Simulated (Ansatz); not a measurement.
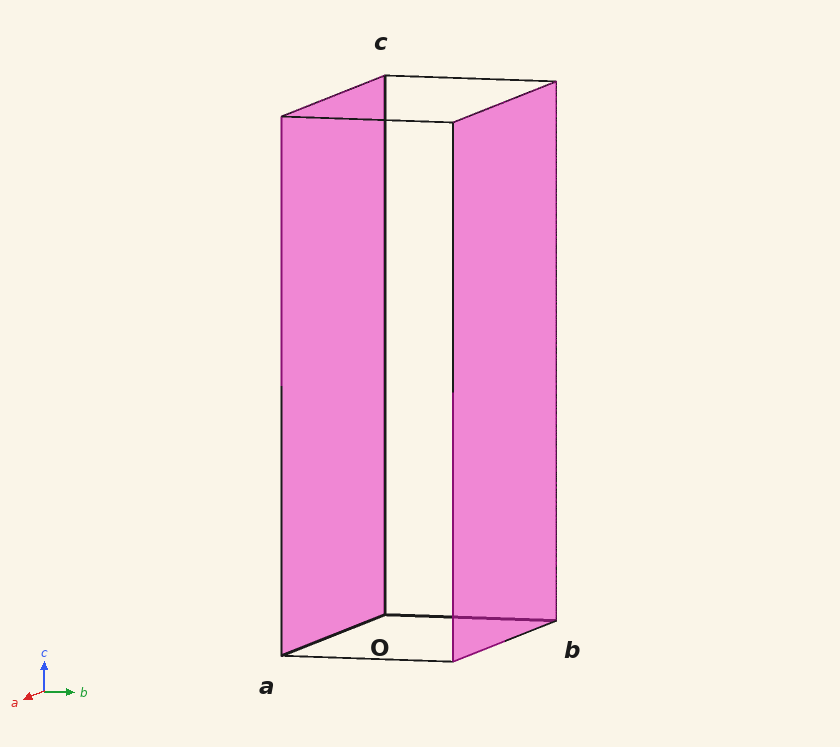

Every member of one family of equally spaced planes, hx + ky + lz = a whole number, that cuts the unit cell is shaded (one member passes through the origin O). Crystal: Ir, the input geometry of an electronic-structure calculation (not necessarily at equilibrium); the starting structure was generated, so it need not be a known form of this composition. Symmetry computed with spglib at a tolerance of 0.002 Å; standard conventional cell.

a = 2.738 Å, b = 2.738 Å, c = 8.952 Å, α = 90.00°, β = 90.00°, γ = 120.00°.

Question: Which (hkl) family is drawn?

Answer: (0 1 0), in four indices (0 1 −1 0); the opposite sign names the same planes. The member next to the origin meets the axes a never, b at 1, c never.

Question: What is the spacing?

Answer: d = 2.371 Å.

Question: The space group is No. 194, P6₃/mmc. How many reflections hkl are equivalent to this one (itself included), and does it occur?

Answer: 6 reflections are equivalent in the Laue class 6/mmm. The space group allows the reflection.
